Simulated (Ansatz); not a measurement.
## GaAs: optical spectrum from first principles: ground state and bands

Ansatz 0.2.0; DFT, PBE, plane-wave PAW, default files, scalar-relativistic, ground state.

The self-consistent density comes first; it also tells whether there is a gap, which decides the occupations and the need for a Drude term.

Contents of input.yaml:

```yaml
crystal:
  lattice:
    - [0.0, 2.82685, 2.82685]
    - [2.82685, 0.0, 2.82685]
    - [2.82685, 2.82685, 0.0]
  atoms:
    - { symbol: As, position: [0.75, 0.75, 0.75] }
    - { symbol: Ga, position: [0.0, 0.0, 0.0] }
kpoints:
  mp_grid: { grid: [7, 7, 7] }
  band_path:
    path:
      - [[0.0, 0.0, 0.0], [0.5, 0.0, 0.5], [0.5, 0.25, 0.75], [0.375, 0.375, 0.75], [0.0, 0.0, 0.0], [0.5, 0.5, 0.5], [0.625, 0.25, 0.625], [0.5, 0.25, 0.75], [0.5, 0.5, 0.5], [0.375, 0.375, 0.75]]
      - [[0.625, 0.25, 0.625], [0.5, 0.0, 0.5]]
    npoints: 6
scf:
  occupations: { method: fermi_dirac, width: 0.05 }
  n_extra_bands: 6
hamiltonian:
  xc: pbe
  pseudopotentials: { kind: paw }
output:
  forces: true
  stress: true
  populations: true
  write_bands: true
  write_density: true
  write_potential: true
  elf: true
  volumetric_format: npy
```

Started as:

```
ansatz run input.yaml --threads 4 --pin off --max-ram 8192MiB --backend cpu --events-out ev --progress --plain --runs-dir out
```

Q: Predict the electronic bands.

The 28 valence electrons fill 14 bands exactly, which allows a gap.

This step gave:

- volume: 45.18 Å³
- gap on the path: 0.5149 eV
- least direct gap on the path: 0.5149 eV

The electronic bands at the labelled points (eV, zero at the Fermi level; v1 is the highest filled band, c1 the lowest empty one):

| point | v4 | v3 | v2 | v1 | c1 | c2 | c3 | c4 |
| --- | --- | --- | --- | --- | --- | --- | --- | --- |
| Γ | -13.01 | -0.28 | -0.28 | -0.28 | 0.23 | 3.45 | 3.45 | 3.45 |
| X | -10.51 | -7.10 | -2.96 | -2.96 | 1.18 | 1.38 | 9.89 | 9.89 |
| W | -10.45 | -6.91 | -3.82 | -3.62 | 4.34 | 4.44 | 5.13 | 5.76 |
| K | -10.55 | -6.91 | -4.14 | -2.54 | 1.68 | 4.35 | 7.67 | 7.78 |
| Γ | -13.01 | -0.28 | -0.28 | -0.28 | 0.23 | 3.45 | 3.45 | 3.45 |
| L | -11.25 | -6.92 | -1.43 | -1.43 | 0.72 | 4.36 | 4.36 | 7.47 |
| U | -10.55 | -6.91 | -4.14 | -2.54 | 1.68 | 4.35 | 7.67 | 7.78 |
| W | -10.45 | -6.91 | -3.82 | -3.62 | 4.34 | 4.44 | 5.13 | 5.76 |
| L | -11.25 | -6.92 | -1.43 | -1.43 | 0.72 | 4.36 | 4.36 | 7.47 |
| K | -10.55 | -6.91 | -4.14 | -2.54 | 1.68 | 4.35 | 7.67 | 7.78 |
| jump to U | -10.55 | -6.91 | -4.14 | -2.54 | 1.68 | 4.35 | 7.67 | 7.78 |
| X | -10.51 | -7.10 | -2.96 | -2.96 | 1.18 | 1.38 | 9.89 | 9.89 |

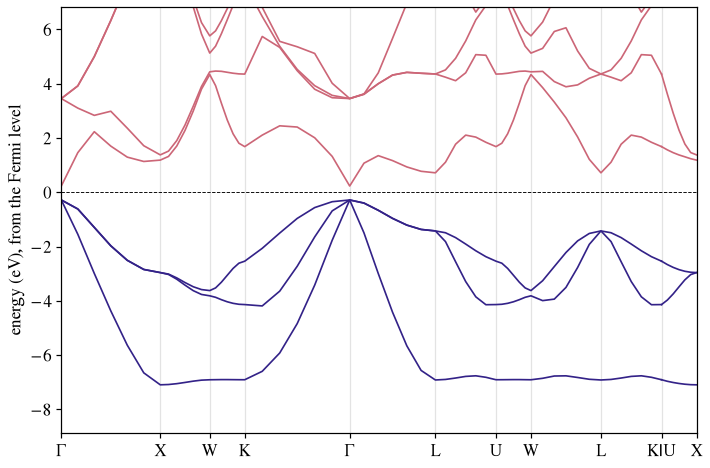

Electronic bands along the path; lines of filled and empty bands in two colours.

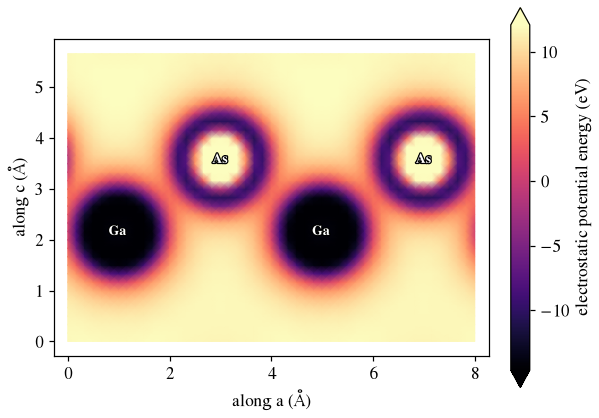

Electrostatic potential energy in the ac plane of a cell with a along [110], b along [-110] and c along [001] of the cube at fractional y = 0.000, with atoms of As and Ga within 0.2 Å of it. With pseudopotentials it is smooth inside the atoms' cores, unlike the true potential. The map starts off the cell's origin, so that atoms lie inside it.

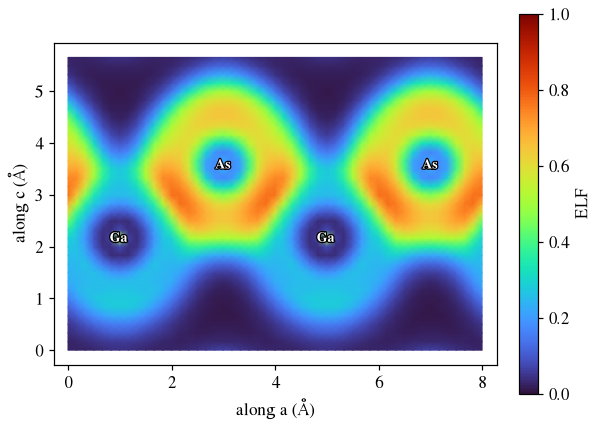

ELF in the ac plane of a cell with a along [110], b along [-110] and c along [001] of the cube at fractional y = 0.000, with atoms of As and Ga within 0.2 Å of it. It is the smooth field of the valence electrons, not physical close to the nuclei.

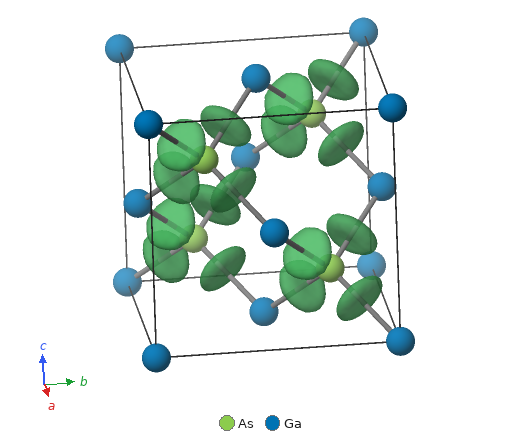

Surface of ELF = 0.69. Bonds to atoms that aren't drawn are left out.

[Logs are printed without paths, hosts, clocks, repeated set-up lines and the standing remarks that a program may print on its own settings, such as how far it seeks lower states.]

[Hosts, paths, dates, database ids (printed as entryN), source tags and the programs' standing remarks are cut or masked in the printed files.]
